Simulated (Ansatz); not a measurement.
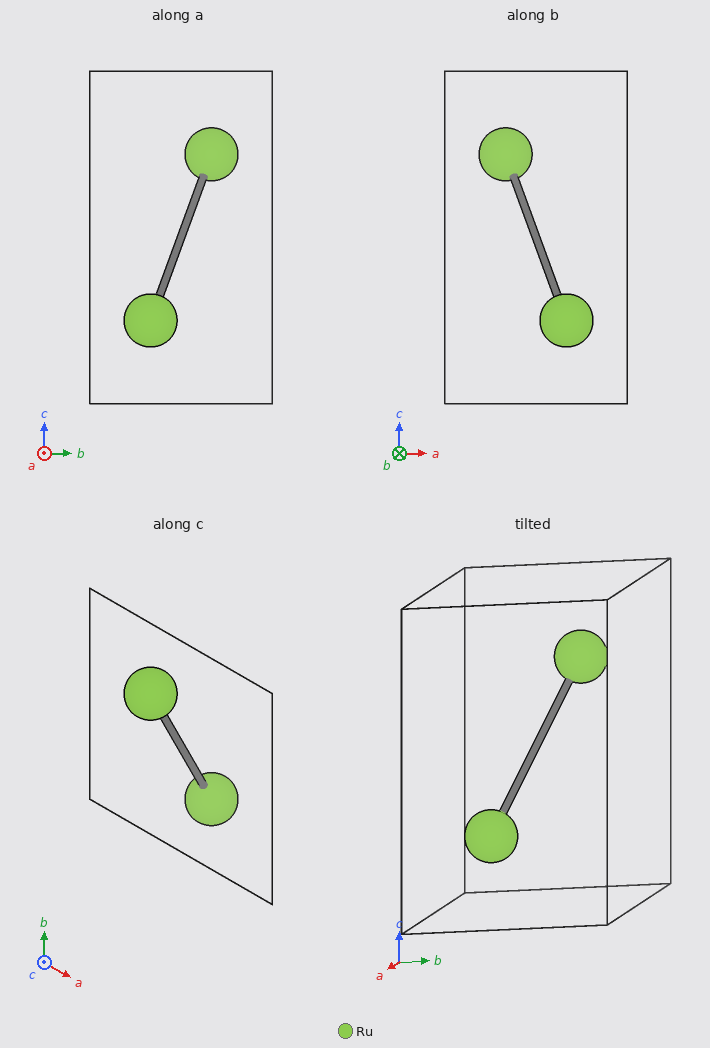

Ball-and-stick representation of a periodic structure, projected along the a axis, along the b axis, along the c axis and slightly off an axis. The conventional unit cell is drawn as a box.

Lattice parameters: a = 2.5916 Å, b = 2.5916 Å, c = 4.0837 Å, α = 90.000°, β = 90.000°, γ = 120.000°.

Reconstruct the structure as a CIF with its space group and independent sites.

```cif
data_structure
_symmetry_space_group_name_H-M 'P 63/m m c'
_symmetry_Int_Tables_number 194
_cell_length_a 2.5916
_cell_length_b 2.5916
_cell_length_c 4.0837
_cell_angle_alpha 90.000
_cell_angle_beta 90.000
_cell_angle_gamma 120.000
_cell_volume 23.75
loop_
_atom_site_label
_atom_site_type_symbol
_atom_site_symmetry_multiplicity
_atom_site_Wyckoff_symbol
_atom_site_fract_x
_atom_site_fract_y
_atom_site_fract_z
_atom_site_occupancy
Ru1 Ru 2 d 0.3333 0.6667 0.7500 1
```

The structure comes from a structure type filled with this element by a generator (whether the element takes this form wasn't checked). Earlier steps of the study may have refined or changed the cell and positions. A calculation with Ansatz used it as input.

At this level of theory the cell isn't at rest (compressed, at 58 GPa), so its distances can differ from those at equilibrium, the more so the softer the solid.
